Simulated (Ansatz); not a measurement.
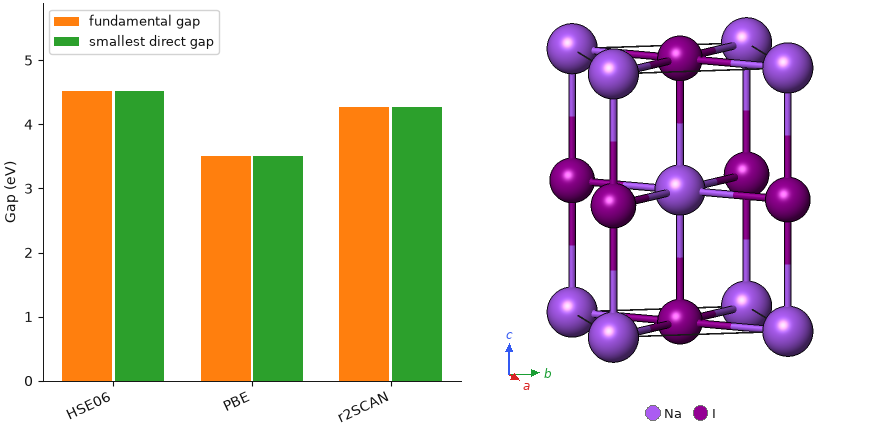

Gaps of NaI, space group I4/mmm (No. 139), 2 atoms in the cell, rocksalt type, uniaxial (x) strain +5.0%, at several levels of theory on one cell (Ansatz, plane waves and PAW; edges over the mesh and the special points).

**How does the gap depend on the level, and does its kind change?**

In rising order: PBE 3.51 eV, r2SCAN 4.28 eV and HSE06 4.53 eV. It is direct at every level.
